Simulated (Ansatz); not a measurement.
The compound is ZnSe (space group F-43m, No. 216), taken as a calculation's input that goes back to an entry of the Crystallography Open Database (an earlier step may have relaxed or displaced it).

```cif
data_structure
_symmetry_space_group_name_H-M 'P 1'
_symmetry_Int_Tables_number 1
_cell_length_a 5.6676
_cell_length_b 5.6676
_cell_length_c 5.6676
_cell_angle_alpha 90.000
_cell_angle_beta 90.000
_cell_angle_gamma 90.000
_cell_volume 182.05
loop_
_atom_site_label
_atom_site_type_symbol
_atom_site_fract_x
_atom_site_fract_y
_atom_site_fract_z
_atom_site_occupancy
Zn1 Zn 0.00000 0.00000 0.00000 1
Se1 Se 0.25000 0.25000 0.25000 1
Zn2 Zn 0.00000 0.50000 0.50000 1
Se2 Se 0.25000 0.75000 0.75000 1
Zn3 Zn 0.50000 0.00000 0.50000 1
Se3 Se 0.75000 0.25000 0.75000 1
Zn4 Zn 0.50000 0.50000 0.00000 1
Se4 Se 0.75000 0.75000 0.25000 1
```

Describe how the polyhedra about Zn are linked (bonds: Se–Zn below 2.8 Å).

Zn: ZnSe4 tetrahedron, sharing corners with twelve neighbours.

They form a three-dimensional framework of corner-sharing tetrahedra.

Centre to centre across a shared corner: 4.01 Å.

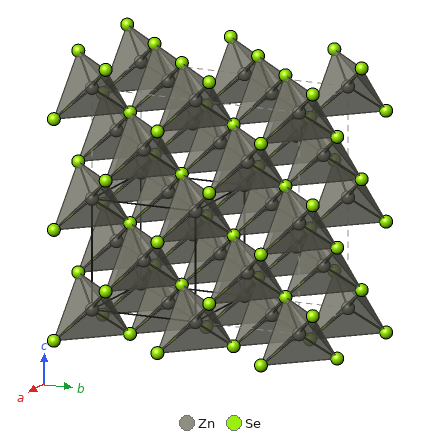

Polyhedra are drawn about Zn (bonds: Se–Zn below 2.8 Å); other atoms are plain spheres.
